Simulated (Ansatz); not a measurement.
## SrTiO₃: geometry relaxation (part 1 of 2)

SrTiO₃ (Pm-3m, 5 atoms in the cell), computed with DFT PBEsol, scalar-relativistic, plane waves, PAW, no spin polarisation (Ansatz 0.2.0).

The structure derives from a Materials Project entry. Figures and captions count atoms from 1; the log counts them from 0 in places.

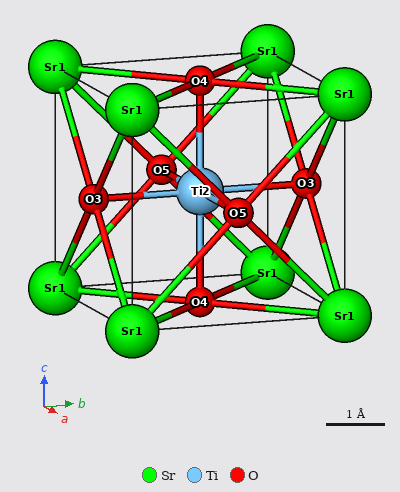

Fig. 1: The structure as given in the input (ball-and-stick view of the cell of the calculation, seen slightly off an axis; atoms are numbered from 1 in the order of the input).

### The input
```yaml
crystal:
  lattice:
    - [3.91270131, 0.0, 0.0]
    - [0.0, 3.91270131, 0.0]
    - [0.0, 0.0, 3.91270131]
  atoms:
    - { symbol: Sr, position: [0.0, 0.0, 0.0] }
    - { symbol: Ti, position: [0.5, 0.5, 0.5] }
    - { symbol: O, position: [0.5, 0.0, 0.5] }
    - { symbol: O, position: [0.5, 0.5, 0.0] }
    - { symbol: O, position: [0.0, 0.5, 0.5] }
basis:
  ecutwfc: 420
kpoints:
  mp_grid: { grid: [8, 8, 8] }
hamiltonian:
  xc: pbesol
scf:
  occupations: { method: gaussian, width: 0.02 }
output:
  forces: true
  stress: true
  eigenvalues: true
  write_density: true
  write_potential: true
  elf: true
  volumetric_format: npy
relax:
  adjacent_minimum: "off"
  f_tol: 0.005
  max_steps: 80
  cell: { stress_tol: 0.05 }
```

Run as:
```bash
ansatz run input.yaml --threads 8 --pin off --max-ram 20480MiB --backend cpu --events-out ev --progress --plain --runs-dir out
```

### The program's output
```
Engine: ansatz 0.2.0, x86_64-unknown-linux-gnu
Pseudopotentials: kind: paw
Pseudopotential: Sr, paw, valence charge 10, recommended cutoff 420 eV (normal), Sr.paw.azcp
Pseudopotential: Ti, paw, valence charge 12, recommended cutoff 420 eV (normal), Ti.paw.azcp
Pseudopotential: O, paw, valence charge 6, recommended cutoff 420 eV (normal), O.paw.azcp
Functional definition: PBEsol
  exchange = pbesol_x
  correlation = pbesol_c
Crystal: 5 atoms, lattice volume = 59.900 Å³
Basis set: ecut = 420 eV, 1189 PW (Γ), exchange–correlation on 54×54×54 points (8 copies of the dense FFT grid, shifted against one another)
Bands: 25, of which v1, the nominal top of the filled ones, is band 20 counted from 1 (19 counted from 0)
Symmetry: 48 space group operations
Space group: Pm-3m (ITA 221), of the structure as read, at distance tolerance 3.9e-5 Å
k-points: 35 of 512
Non-local potential: Sr, projectors of the file, l = 0: 3, l = 1: 2, l = 2: 2
Non-local potential: Ti, projectors of the file, l = 0: 3, l = 1: 2, l = 2: 3, l = 3: 1
Non-local potential: O, projectors of the file, l = 0: 2, l = 1: 2, l = 2: 1
PAW form: soft (Blöchl's): semilocal exchange-correlation on the pseudo side does not see the compensation charge
PAW frozen core: Sr, regenerated for the run's functional, and the local potential with it (the file was generated under x = pbe(κ = 0.804, μ = 0.2195149727645171), c = pbe(β = 0.06672455060314922))
PAW frozen core: Ti, regenerated for the run's functional, and the local potential with it (the file was generated under x = pbe(κ = 0.804, μ = 0.2195149727645171), c = pbe(β = 0.06672455060314922))
PAW frozen core: O, regenerated for the run's functional, and the local potential with it (the file was generated under x = pbe(κ = 0.804, μ = 0.2195149727645171), c = pbe(β = 0.06672455060314922))
PAW one-centre angular grid: Sr, 110 points (default); XC on 64 Gauss nodes
PAW one-centre angular grid: Ti, 590 points (default); XC on 64 Gauss nodes
PAW one-centre angular grid: O, 110 points (default); XC on 64 Gauss nodes
Initial density: superposition of atomic densities (neutral atoms: chi_scale 0, normalization atom), corrected by the library's trained network
Initial wavefunctions: pseudopotential atomic-orbital guess
Functional: x = pbesol(κ = 0.804, μ = 0.12345679012345678), c = pbesol(β = 0.046)
SCF iter   1: F=—  HF=-7657.264884 eV  |F-HF|=—  |Δ(HF+E_count)|=         —  Δρ=1.70e-2  dr2=1.47e-1  ethr=1.77e-3  ⟨swp⟩=7.5  Hψ=4673  notcnv=0
preconditioner: auto → Resta (q_TF=auto, 2.551 Å⁻¹)  ε∞=5.7  [insulator: Δε(μ)=1.621 eV  Ē_g=12.135 eV  σ=0.020 eV  W_gap=1.00  n_scr=18 (ndim 8)  ℏωp=26.3 eV  f_vac=0.000  D(μ)=0.00/eV (n_scr^D=0)  ε∞_Penn≈5.7]
SCF iter   2: F=—  HF=-7657.235862 eV  |F-HF|=—  |Δ(HF+E_count)|=   2.90e-2  Δρ=4.29e-3  dr2=1.26e-2  ethr=3.67e-4  ⟨swp⟩=2.0  Hψ=1544  notcnv=0  defer=34
SCF iter   3: F=—  HF=-7657.233929 eV  |F-HF|=—  |Δ(HF+E_count)|=   1.93e-3  Δρ=1.39e-3  dr2=1.28e-3  ethr=3.16e-5  ⟨swp⟩=2.0  Hψ=1283  notcnv=0  defer=35
SCF iter   4: F=—  HF=-7657.233766 eV  |F-HF|=—  |Δ(HF+E_count)|=   1.63e-4  Δρ=1.34e-4  dr2=5.07e-6  ethr=3.20e-6  ⟨swp⟩=2.0  Hψ=1268  notcnv=0  defer=35
SCF iter   5: F=—  HF=-7657.233534 eV  |F-HF|=—  |Δ(HF+E_count)|=   2.32e-4  Δρ=3.01e-5  dr2=4.12e-7  ethr=1.27e-8  ⟨swp⟩=2.0  Hψ=1539  notcnv=0  defer=35
SCF iter   6: F=-7657.233535 eV  HF=-7657.233535 eV  |F-HF|=1.84e-8  |Δ(HF+E_count)|=   3.34e-7  Δρ=5.44e-6  dr2=1.86e-8  ethr=2.50e-10  ⟨swp⟩=14.4  Hψ=6948  notcnv=0
SCF 1 converged in 6 iterations: F = -7657.233535 eV  dr2 = 1.86e-8
  greatest PAW one-centre occupation: 0.999 electrons in one spin orbital (limit 2), on the Ti atom at site 1 (counted from 0), in its partial waves of l = 0
relax step   1: F+E_penalty+E_count = -7657.23353459 eV  Δ(F+E_penalty+E_count) = +0.000e0 eV  max|allowed force component| = 1.104e-29 eV/Å  Δτ_max = 0.0000 Å  P = -2.978 GPa  Ω = 59.900 Å³  (6 SCF iters, dr2 threshold 1.00e-7 eV, accepted)
Crystal: 5 atoms, lattice volume = 59.008 Å³
Initial density: handed on by an earlier stage of this run
Initial wavefunctions: those handed on with the density
iter 1 solved again at ethr=3.43e-6 eV; its pass at ethr=3.10e-3 eV (dr2=1.37e-3 eV) is discarded
SCF iter   1: F=—  HF=-7657.246532 eV  |F-HF|=—  |Δ(HF+E_count)|=         —  Δρ=1.86e-3  dr2=1.46e-3  ethr=3.43e-6  ⟨swp⟩=2.1  Hψ=4830  notcnv=0
preconditioner: auto → Resta (q_TF=auto, 2.557 Å⁻¹)  ε∞=5.6  [insulator: Δε(μ)=1.865 eV  Ē_g=12.326 eV  σ=0.020 eV  W_gap=1.00  n_scr=18 (ndim 8)  ℏωp=26.5 eV  f_vac=0.000  D(μ)=0.00/eV (n_scr^D=0)  ε∞_Penn≈5.6]
SCF iter   2: F=—  HF=-7657.246252 eV  |F-HF|=—  |Δ(HF+E_count)|=   2.79e-4  Δρ=5.79e-4  dr2=1.41e-4  ethr=3.43e-6  ⟨swp⟩=2.0  Hψ=1367  notcnv=0
SCF iter   3: F=—  HF=-7657.246011 eV  |F-HF|=—  |Δ(HF+E_count)|=   2.41e-4  Δρ=1.91e-4  dr2=1.56e-5  ethr=3.53e-7  ⟨swp⟩=2.4  Hψ=1274  notcnv=0
iter 4 did not close the SCF: its close was put off for the readings that it lacked (scf_convergence_deferred on its scf_iter line)
SCF iter   4: F=-7657.246015 eV  HF=-7657.246014 eV  |F-HF|=2.85e-7  |Δ(HF+E_count)|=   3.47e-6  Δρ=3.05e-5  dr2=3.83e-7  ethr=3.89e-8  ⟨swp⟩=2.3  Hψ=1360  notcnv=0
iter 5 did not close the SCF: its close was put off for the readings that it lacked (scf_convergence_deferred on its scf_iter line)
SCF iter   5: F=-7657.246015 eV  HF=-7657.246015 eV  |F-HF|=6.60e-9  |Δ(HF+E_count)|=   3.29e-7  Δρ=5.41e-6  dr2=1.34e-8  ethr=9.57e-10  ⟨swp⟩=2.0  Hψ=1247  notcnv=0
SCF iter   6: F=-7657.246015 eV  HF=-7657.246015 eV  |F-HF|=1.83e-10  |Δ(HF+E_count)|=   1.08e-8  Δρ=1.17e-6  dr2=1.05e-9  ethr=3.36e-11  ⟨swp⟩=6.5  Hψ=5644  notcnv=0
SCF 2 converged in 6 iterations: F = -7657.246015 eV  dr2 = 1.05e-9
relax step   2: F+E_penalty+E_count = -7657.24601480 eV  Δ(F+E_penalty+E_count) = -1.248e-2 eV  max|allowed force component| = 8.135e-30 eV/Å  Δτ_max = 0.0000 Å  P = -0.197 GPa  Ω = 59.008 Å³  energy of the carried Pulay correction = +3.539e-3 eV  (6 SCF iters, dr2 threshold 5.00e-7 eV, accepted)
Crystal: 5 atoms, lattice volume = 58.946 Å³
iter 1 solved again at ethr=2.44e-8 eV; its pass at ethr=3.10e-3 eV (dr2=9.75e-6 eV) is discarded
SCF iter   1: F=—  HF=-7657.246536 eV  |F-HF|=—  |Δ(HF+E_count)|=         —  Δρ=1.39e-4  dr2=8.25e-6  ethr=2.44e-8  ⟨swp⟩=2.2  Hψ=4602  notcnv=0
preconditioner: auto → Resta (q_TF=auto, 2.558 Å⁻¹)  ε∞=5.6  [insulator: Δε(μ)=1.852 eV  Ē_g=12.327 eV  σ=0.020 eV  W_gap=1.00  n_scr=18 (ndim 8)  ℏωp=26.5 eV  f_vac=0.000  D(μ)=0.00/eV (n_scr^D=0)  ε∞_Penn≈5.6]
SCF iter   2: F=—  HF=-7657.246301 eV  |F-HF|=—  |Δ(HF+E_count)|=   2.35e-4  Δρ=3.73e-5  dr2=5.74e-7  ethr=2.06e-8  ⟨swp⟩=2.0  Hψ=1493  notcnv=0
iter 3 did not close the SCF: its close was put off for the readings that it lacked (scf_convergence_deferred on its scf_iter line)
SCF iter   3: F=-7657.246301 eV  HF=-7657.246301 eV  |F-HF|=8.36e-9  |Δ(HF+E_count)|=   1.40e-8  Δρ=1.39e-5  dr2=7.89e-8  ethr=1.44e-9  ⟨swp⟩=2.2  Hψ=1323  notcnv=0
iter 4 did not close the SCF: its close was put off for the readings that it lacked (scf_convergence_deferred on its scf_iter line)
SCF iter   4: F=-7657.246301 eV  HF=-7657.246301 eV  |F-HF|=1.00e-9  |Δ(HF+E_count)|=   2.50e-8  Δρ=2.36e-6  dr2=1.55e-9  ethr=1.97e-10  ⟨swp⟩=2.3  Hψ=1386  notcnv=0
iter 5 did not close the SCF: its close was put off for the readings that it lacked (scf_convergence_deferred on its scf_iter line)
SCF iter   5: F=-7657.246301 eV  HF=-7657.246301 eV  |F-HF|=8.09e-11  |Δ(HF+E_count)|=   1.14e-9  Δρ=4.45e-7  dr2=8.57e-11  ethr=3.87e-12  ⟨swp⟩=2.6  Hψ=1556  notcnv=0
SCF iter   6: F=-7657.246301 eV  HF=-7657.246301 eV  |F-HF|=0.00e0  |Δ(HF+E_count)|=  9.37e-11  Δρ=1.02e-7  dr2=7.00e-12  ethr=1.00e-12  ⟨swp⟩=5.4  Hψ=4379  notcnv=0
SCF 3 converged in 6 iterations: F = -7657.246301 eV  dr2 = 7.00e-12
relax step   3: F+E_penalty+E_count = -7657.24630112 eV  Δ(F+E_penalty+E_count) = -2.863e-4 eV  max|allowed force component| = 6.459e-30 eV/Å  Δτ_max = 0.0000 Å  P = +0.005 GPa  Ω = 58.946 Å³  energy of the carried Pulay correction = +3.788e-3 eV  (6 SCF iters, accepted)
Initial wavefunctions: pseudopotential atomic-orbital guess (no wavefunctions were taken with the density)
iter 1 solved again at ethr=4.22e-7 eV; its pass at ethr=3.10e-3 eV (dr2=1.69e-4 eV) is discarded
SCF iter   1: F=—  HF=-7657.243239 eV  |F-HF|=—  |Δ(HF+E_count)|=         —  Δρ=1.24e-4  dr2=1.35e-6  ethr=4.22e-7  ⟨swp⟩=3.7  Hψ=7001  notcnv=0
preconditioner: auto → Resta (q_TF=auto, 2.558 Å⁻¹)  ε∞=5.6  [insulator: Δε(μ)=1.851 eV  Ē_g=12.326 eV  σ=0.020 eV  W_gap=1.00  n_scr=18 (ndim 8)  ℏωp=26.5 eV  f_vac=0.000  D(μ)=0.00/eV (n_scr^D=0)  ε∞_Penn≈5.6]
SCF iter   2: F=—  HF=-7657.243008 eV  |F-HF|=—  |Δ(HF+E_count)|=   2.31e-4  Δρ=6.01e-5  dr2=2.80e-7  ethr=3.37e-9  ⟨swp⟩=2.2  Hψ=1589  notcnv=0
SCF iter   3: F=—  HF=-7657.243008 eV  |F-HF|=—  |Δ(HF+E_count)|=   4.43e-7  Δρ=1.42e-5  dr2=1.76e-8  ethr=6.99e-10  ⟨swp⟩=2.4  Hψ=1415  notcnv=0
SCF iter   4: F=—  HF=-7657.243008 eV  |F-HF|=—  |Δ(HF+E_count)|=   2.69e-8  Δρ=8.95e-7  dr2=2.37e-10  ethr=4.40e-11  ⟨swp⟩=2.0  Hψ=1192  notcnv=0
iter 5 did not close the SCF: its close was put off for the readings that it lacked (scf_convergence_deferred on its scf_iter line)
SCF iter   5: F=-7657.243008 eV  HF=-7657.243008 eV  |F-HF|=1.00e-11  |Δ(HF+E_count)|=  3.91e-11  Δρ=1.69e-7  dr2=2.06e-11  ethr=1.00e-12  ⟨swp⟩=2.5  Hψ=1450  notcnv=0
SCF iter   6: F=-7657.243008 eV  HF=-7657.243008 eV  |F-HF|=1.82e-12  |Δ(HF+E_count)|=  9.09e-13  Δρ=3.57e-8  dr2=8.28e-13  ethr=1.00e-12  ⟨swp⟩=5.0  Hψ=4209  notcnv=0
SCF 4 converged in 6 iterations: F = -7657.243008 eV  dr2 = 8.28e-13
relax step   4: F+E_penalty+E_count = -7657.24300811 eV  Δ(F+E_penalty+E_count) = +3.293e-3 eV  max|allowed force component| = 8.957e-30 eV/Å  Δτ_max = 0.0000 Å  P = -0.099 GPa  Ω = 58.946 Å³  stress off target by 9.94e-2 GPa  SCF on the basis re-selected at this cell (its energy is not comparable with the rows above)  (6 SCF iters)
basis re-selected at this cell: Δ(F+E_penalty+E_count) = +3.293e-3 eV, ΔP = -0.104 GPa vs the last step (what re-selecting the basis moved, of the pressure what is left beyond the Pulay correction that the steps carried, after the strain that the cell walked since its last selection, with what the two solves' SCF thresholds leave and, on support functions, any second-order correction that the steps lacked; it is no measure of the basis error at this ecutwfc). This SCF's stress stands 9.94e-2 GPa from its target on what of the cell is left free (relax.cell.stress_tol is 5.00e-2 GPa) and its largest allowed force component is 8.96e-30 eV/Å (relax.f_tol is 5.00e-3 eV/Å): not within both, so this SCF does not close the relaxation
Crystal: 5 atoms, lattice volume = 58.915 Å³
iter 1 solved again at ethr=6.65e-9 eV; its pass at ethr=3.10e-3 eV (dr2=2.66e-6 eV) is discarded
SCF iter   1: F=—  HF=-7657.243370 eV  |F-HF|=—  |Δ(HF+E_count)|=         —  Δρ=7.33e-5  dr2=2.29e-6  ethr=6.65e-9  ⟨swp⟩=2.3  Hψ=4582  notcnv=0
preconditioner: auto → Resta (q_TF=auto, 2.558 Å⁻¹)  ε∞=5.6  [insulator: Δε(μ)=1.852 eV  Ē_g=12.330 eV  σ=0.020 eV  W_gap=1.00  n_scr=18 (ndim 8)  ℏωp=26.5 eV  f_vac=0.000  D(μ)=0.00/eV (n_scr^D=0)  ε∞_Penn≈5.6]
SCF iter   2: F=—  HF=-7657.243139 eV  |F-HF|=—  |Δ(HF+E_count)|=   2.30e-4  Δρ=1.71e-5  dr2=1.15e-7  ethr=5.73e-9  ⟨swp⟩=2.0  Hψ=1571  notcnv=0
iter 3 did not close the SCF: its close was put off for the readings that it lacked (scf_convergence_deferred on its scf_iter line)
SCF iter   3: F=-7657.243139 eV  HF=-7657.243139 eV  |F-HF|=3.31e-9  |Δ(HF+E_count)|=   8.39e-9  Δρ=7.04e-6  dr2=1.93e-8  ethr=2.88e-10  ⟨swp⟩=2.2  Hψ=1329  notcnv=0
iter 4 did not close the SCF: its close was put off for the readings that it lacked (scf_convergence_deferred on its scf_iter line)
SCF iter   4: F=-7657.243139 eV  HF=-7657.243139 eV  |F-HF|=2.69e-10  |Δ(HF+E_count)|=   6.77e-9  Δρ=1.25e-6  dr2=4.37e-10  ethr=4.83e-11  ⟨swp⟩=2.3  Hψ=1385  notcnv=0
iter 5 did not close the SCF: its close was put off for the readings that it lacked (scf_convergence_deferred on its scf_iter line)
SCF iter   5: F=-7657.243139 eV  HF=-7657.243139 eV  |F-HF|=2.73e-11  |Δ(HF+E_count)|=  2.95e-10  Δρ=3.28e-7  dr2=4.76e-11  ethr=1.09e-12  ⟨swp⟩=2.5  Hψ=1417  notcnv=0
SCF iter   6: F=-7657.243139 eV  HF=-7657.243139 eV  |F-HF|=9.09e-13  |Δ(HF+E_count)|=  3.91e-11  Δρ=6.17e-8  dr2=2.98e-12  ethr=1.00e-12  ⟨swp⟩=5.1  Hψ=4235  notcnv=0
SCF 5 converged in 6 iterations: F = -7657.243139 eV  dr2 = 2.98e-12
relax step   5: F+E_penalty+E_count = -7657.24313930 eV  Δ(F+E_penalty+E_count) = -1.312e-4 eV  max|allowed force component| = 3.282e-29 eV/Å  Δτ_max = 0.0000 Å  P = -0.001 GPa  Ω = 58.915 Å³  energy of the carried Pulay correction = +1.216e-4 eV  (6 SCF iters, accepted)
iter 1 solved again at ethr=4.15e-7 eV; its pass at ethr=3.10e-3 eV (dr2=1.66e-4 eV) is discarded
```
